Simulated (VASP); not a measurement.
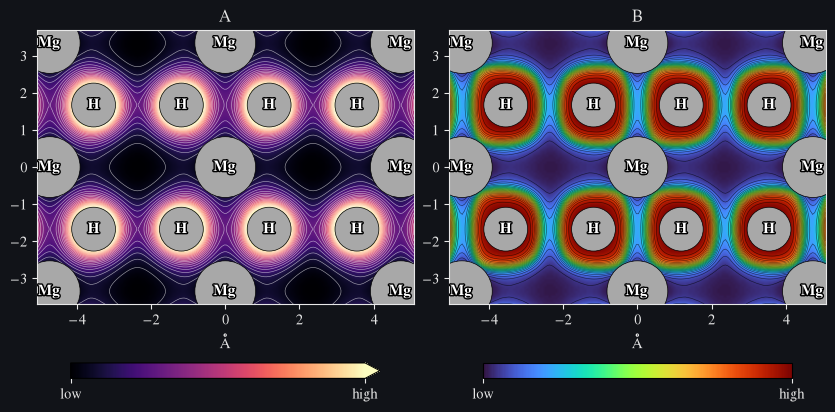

MgH$_{2}$: 2 fields on the (110) plane of the conventional cell, with unlabelled colour scales. Grey discs cover the atomic cores.

Space group Fm-3m; a generated structure, not necessarily the stable one.

These are results of Kohn-Sham DFT of a periodic cell, r2SCAN, VASP PAW PBE potentials, recommended in VASP, not measurements.

Question: The panels show electron localisation function and valence pseudo-density in some order. Assign them.

Answer: Panel A: valence pseudo-density. Panel B: electron localisation function. From the grid: Mg–H (2.05 Å): ρ at the midpoint is about 0.13 e/Å³; the ELF climbs to about 1 towards the hydrogen (an ionic contact to a hydride ion).
